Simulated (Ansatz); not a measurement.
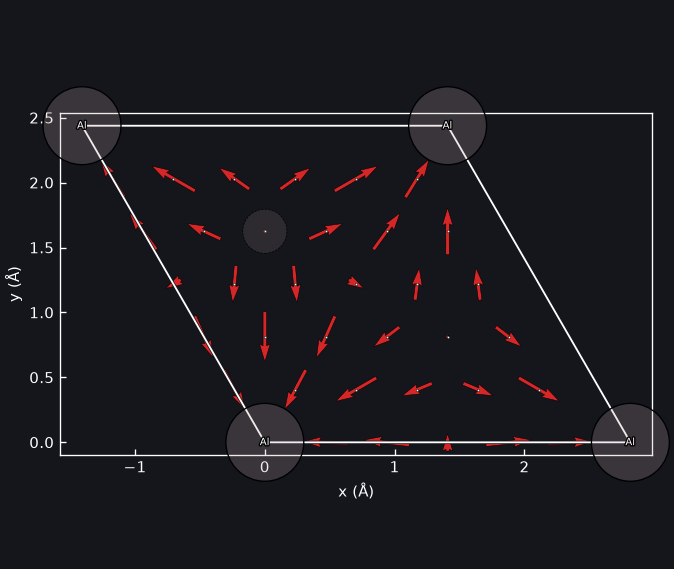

H on an Al(111) slab cut from the Fm-3m phase, its upper half relaxed before the scan (12 atoms of substrate and one adsorbate in a 2 × 2 cell). H is moved over the surface cell at a fixed height above a rigid substrate; the origin of the map has the adsorbate above Al9; the height is held at 2.80 Å. Places are given modulo a cell vector. The map is drawn in real space over the plane of the surface. The grid has 6 × 6 points; 10 points were computed and 26 follow by symmetry. Places are given in fractions of the 1 × 1 surface cell. The runs have no spin polarisation, so an open-shell adsorbate far from the surface lies too high. At a fixed height the lowest place need not be the adsorption site. Computed with DFT PBE+D3(BJ), scalar-relativistic, plane waves, PAW in Ansatz 0.2.0. Settings: cutoff 420 eV, k-mesh 6×6×1, gaussian smearing 0.1 eV, no spin polarisation.

In the figure: dots at the grid points, arrows along the force (downhill), their lengths compressed, labelled circles for the atoms of the top layer and small ones for the second layer, the outline of one cell of the plane.

**The arrows alone are given. Where is the energy lowest?**

The arrows converge at the top site over a surface Al atom, (0/6, 0/6) of the cell vectors (read from the interpolated surface).

The energy map of the same scan:

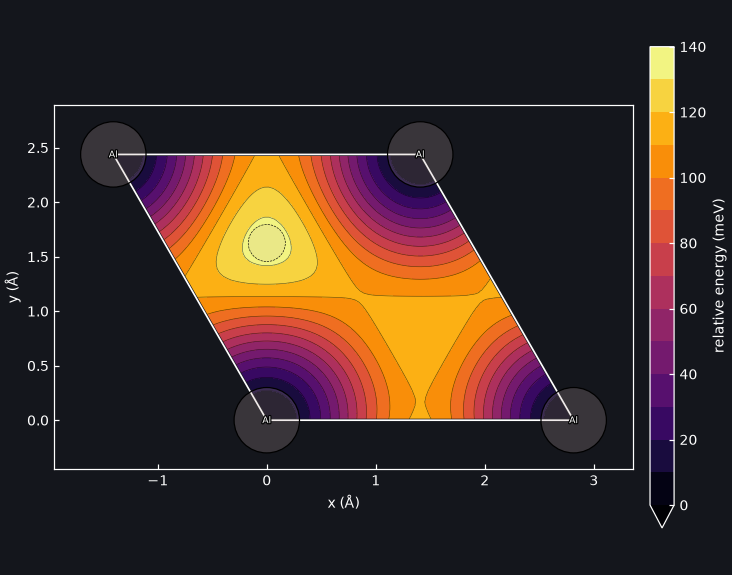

Energies are in meV, from the lowest grid point; between grid points the surface is interpolated.

PAW datasets: the set soft_1.
